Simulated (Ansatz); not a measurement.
The calculation's input:

```
crystal:
  lattice:
    - [3.1193861718, 0.0, 0.0]
    - [-1.5596930859, 2.701467669, 0.0]
    - [0.0, 0.0, 12.3925183328]
  atoms:
    - { symbol: Mg, position: [0.3333333333, 0.6666666667, 0.0592223996] }
    - { symbol: Mg, position: [0.6666666667, 0.3333333333, 0.2682334487] }
    - { symbol: Si, position: [0.6666666667, 0.3333333333, 0.8924762376] }
    - { symbol: Si, position: [0.3333333333, 0.6666666667, 0.4976867208] }
    - { symbol: Si, position: [0.6666666667, 0.3333333333, 0.7108754389] }
    - { symbol: "N", position: [0.3333333333, 0.6666666667, 0.2145347268] }
    - { symbol: "N", position: [0.6666666667, 0.3333333333, 0.462542625] }
    - { symbol: "N", position: [0.3333333333, 0.6666666667, 0.6444284026] }
basis:
  ecutwfc: 420
kpoints:
  mp_grid: { grid: [12, 12, 4] }
hamiltonian:
  xc: pbe
scf:
  occupations: { method: gaussian, width: 0.1 }
output:
  forces: true
  stress: true
  eigenvalues: true
  write_density: true
  write_potential: true
  elf: true
  volumetric_format: npy
relax:
  adjacent_minimum: "off"
  f_tol: 0.01
  max_steps: 80
  cell: { stress_tol: 0.05 }
```

Launched as:

```sh
ansatz run input.yaml --threads 1 --pin off --max-ram 2560MiB --backend cpu --events-out ev --progress --plain --runs-dir out
```

Below, planes, directions and counts refer to the conventional cell (a = 3.11 Å, b = 3.11 Å, c = 12.51 Å, α = 90.00°, β = 90.00°, γ = 120.00°).

The fields are those of the run's last geometry, not of the input's.

Space group P3m1; a generated structure, not necessarily the stable one; computed without spin polarisation.

These are results of DFT PBE, scalar-relativistic, plane waves, PAW in Ansatz 0.2.0, not measurements.

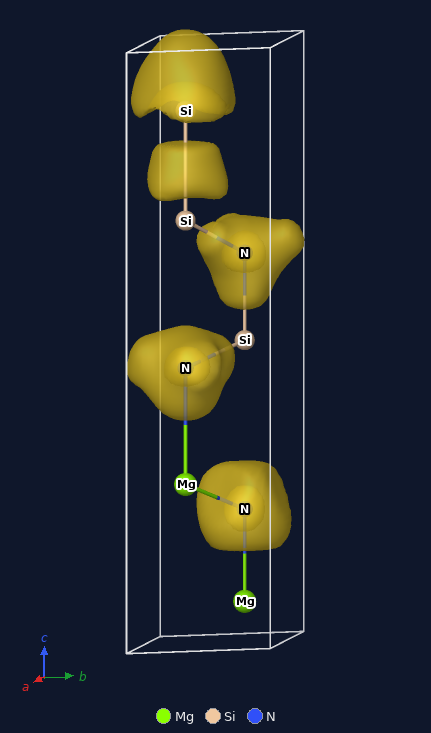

Mg₂Si₃N₃. Isosurface of the ELF at 0.7 (yellow), seen slightly off an axis. Only the valence region is drawn (cores and ρ < 0.01 e/Å³ removed). Sticks mark near contacts.

Core electrons are frozen (PAW), and the valence fields are smoothed inside the atomic spheres.

What do the ELF domains correspond to?

The surface consists of one region between bonded Si–Si atoms, two regions on N in which the atom's valence shell and bonds are merged, one region wrapped around N (its valence shell) and one region wrapped around Si (its valence shell), counted in one cell of 8 atoms. Any copies at cell faces, edges or corners count once. Along the contacts the grid gives the following. Si–N (1.82 Å): the ELF peaks at about 0.90 between the atoms. Mg–N (1.91 Å): the ELF peaks at about 0.85 in the valence shell of N, 0.7 Å from its nucleus, and is about 0.40 at the midpoint.

Metal or insulator at this level of theory?

It is gapless in this calculation (a metal or semimetal).
